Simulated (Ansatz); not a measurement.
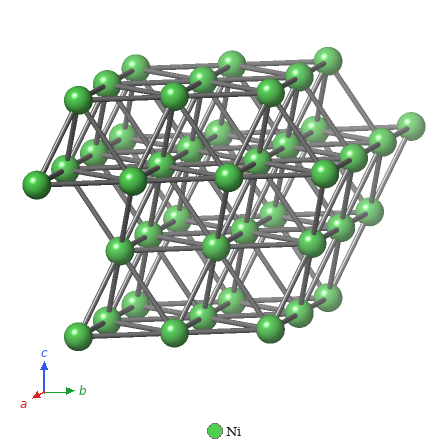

System: H on a slab of content Ni. The picture shows the clean slab (repeated in the plane, vacuum cut away).

Structure:
```xyz
4
Lattice="2.4488 0.0000 0.0000 -1.2244 2.1207 0.0000 0.0000 0.0000 22.9984" Properties=species:S:1:pos:R:3 pbc="T T T"
Ni    1.2244    0.7069    8.5000
Ni    0.0000    1.4138   10.4995
Ni    0.0000    0.0000   12.4877
Ni    1.2244    0.7069   14.4609
```

One of the inputs:
```
crystal:
  lattice:
    - [2.4488168674, 0.0, 0.0]
    - [-1.2244084337, 2.1207376164, 0.0]
    - [0.0, 0.0, 24.9983517986]
  atoms:
    - { symbol: Ni, position: [0.6666666667, 0.3333333333, 0.340022417], spin: 0.73 }
    - { symbol: Ni, position: [0.3333333333, 0.6666666667, 0.4200057142], spin: 0.8 }
    - { symbol: Ni, position: [0.0, 0.0, 0.4995404109], spin: 0.8 }
    - { symbol: Ni, position: [0.6666666667, 0.3333333333, 0.5784744009], spin: 0.74 }
    - { symbol: H, position: [0.3333333333, 0.6666666667, 0.6040760887], spin: 1.0 }
basis:
  ecutwfc: 420
kpoints:
  mp_grid: { grid: [12, 12, 1] }
hamiltonian:
  xc: pbesol
scf:
  occupations: { method: gaussian, width: 0.1 }
output:
  forces: true
  eigenvalues: true
  populations: true
  write_density: true
  write_potential: true
  elf: true
  volumetric_format: npy
magnetization:
  spin_polarized: true
relax:
  adjacent_minimum: "off"
  f_tol: 0.03
  max_steps: 70
  constraints: [{ sites: [0, 1] }]
efield:
  axis: 3
  dipole_correction: true
  ramp_width: 0.04
```

Run as:
```bash
ansatz run input.yaml --threads 2 --pin off --max-ram 5120MiB --backend cpu --events-out ev --progress --plain --runs-dir out
```

How it was computed, with Ansatz 0.2.0: adsorption at several starting sites on a slab cut from the named crystal, one adsorbate a surface cell, the lower planes held, the adsorption energy counts from the clean slab and the free, spin-polarised adsorbate, negative where bound, plane waves with PAW datasets, Γ-centred k mesh. Level: PBEsol, collinear spin.

```tsv
setting	value
crystal formula	Ni
crystal space group number	225
Miller index h	1
Miller index k	1
Miller index l	1
top plane	Ni
bottom plane	Ni
planes	4
surface cell	(1, 1)
slab thickness as cut	6 Å
vacuum	17 Å
surface area	5.193 Å²
wave cutoff	420 eV
k mesh	12×12×1
occupations	Gaussian
smearing width	0.1 eV
boundary	dipole corrected
adsorbate	H
```

Sites are named by a rule of distances and placed in fractions of the cell vectors a and b; the slab's top layers relax too; key: 1 = top site at (0.67, 0.33); 2 = hollow site at (0.33, 0.67); 3 = bridge site at (0.17, 0.83).

What does the calculation give for the adsorption energy of each starting site?

The adsorbate slid sideways from no. 3 (by 0.7 Å). Among these starts the lowest are no. 2 and no. 3, which are equal within what the calculation resolves; no. 1 is 0.773 eV higher.

| starting site | adsorption energy (eV) | height over highest slab atom (Å) | lateral move (Å) | dipole change (e Å) |
| --- | --- | --- | --- | --- |
| no. 1 | −2.276 | 1.449 | 0.00 | 0.002 |
| no. 2 | −3.049 | 0.868 | 0.00 | 0.004 |
| no. 3 | −3.049 | 0.869 | 0.71 | 0.004 |

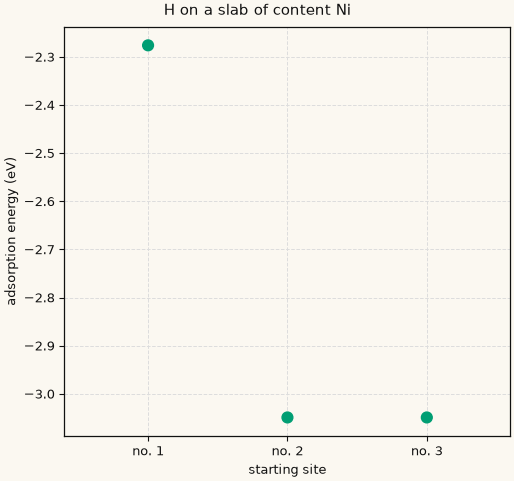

Caveats: xc potential rough in thin density.
